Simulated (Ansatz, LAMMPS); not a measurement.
# Gap against volume in glassy 67P2O5-20BaO-13Al2O3 (mol %) (86 atoms)

Density of this cell: 2.78 g/cm³. The cell holds 86 atoms: 20 P, 3 Ba, 4 Al and 59 O. Its edges and angles: a = 10.679 Å, b = 11.150 Å, c = 10.514 Å, α = 87.0°, β = 95.9°, γ = 93.1°. The starting structure: 86 atoms (20 P, 3 Ba, 4 Al, 59 O) placed at random at 2.81 g/cm³, melted at 4000 K for 10 ps at fixed volume with the Morse and Coulomb pair potential with partial charges (Pedone, Malavasi, Menziani, Cormack and Segre, J. Phys. Chem. B 110, 11780 (2006)). Quenched from 4000 K to 300 K at 20 K/ps and fixed volume, held 10 ps at zero pressure, then minimised at fixed cell.

Calculated with Ansatz 0.2.0: Kohn-Sham DFT, PBEsol, PAW (set soft_1), plane waves; cutoff 420 eV, Γ point, fermi-dirac smearing of 0.05 eV. The relaxed cell was scaled evenly and the atoms were relaxed at each volume. The gap is that between the highest filled and the lowest empty Kohn-Sham level on the run's k-points.

| volume (Å³/atom) | gap (eV) |
| --- | --- |
| 13.000 | 4.665 |
| 13.577 | 4.561 |
| 14.011 | 4.467 |
| 14.444 | 4.374 |
| 14.877 | ? |
| 15.311 | 4.189 |

**Question.** Fit a straight line in ln V to the rows given and interpolate to the withheld row.

Worked fit:

A volume deformation potential makes the spacing linear in u = ln(V/V0), with V0 = 14.444 Å³ the relaxed volume; v is the spacing.

```
u = ln(V/V0)  v (eV)
   -0.105360  4.6651
  -0.0618766  4.5606
  -0.0304592  4.4673
           0  4.3736
   0.0582687  4.1891
```

With n = 5: mean u = -0.0278855, mean v = 4.45114, Σ(u − ū)² = 0.015364, Σ(u − ū)(v − v̄) = -0.045077. Slope b = -0.045077 / 0.015364 = -2.9338; intercept a = v̄ − b ū = 4.3693.

At the withheld volume u = 0.02956, and v = a + b u.

Prediction at 14.877: 4.283 eV. The run gave 4.283 eV, so the fit is high by 7.4e-6 eV (1.7e-4 % of the value).

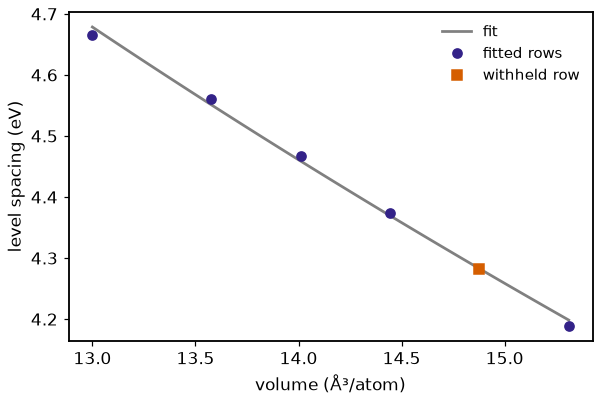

The fit, the rows that it rests on and the withheld row.

The slope, -2.93 eV, says that the spacing narrows on expansion. Among the rows given, the largest miss of the fit is at 13.000, by 0.013 eV (2.8 % of the range of the table).

Limits: The table spans 16 % in volume, wide for a linear law. Semilocal functionals tend to put gaps under measured ones. Only the Γ point is sampled. Defect or tail levels can set the spacing of a disordered cell. Spin–orbit coupling is left out, which matters for the levels of the heavy elements.

[Logs are printed without paths, hosts, clocks, repeated set-up lines and the standing remarks that a program may print on its own settings, such as how far it seeks lower states.]

[Hosts, paths, dates, database ids (printed as entryN), source tags and the programs' standing remarks are cut or masked in the printed files.]
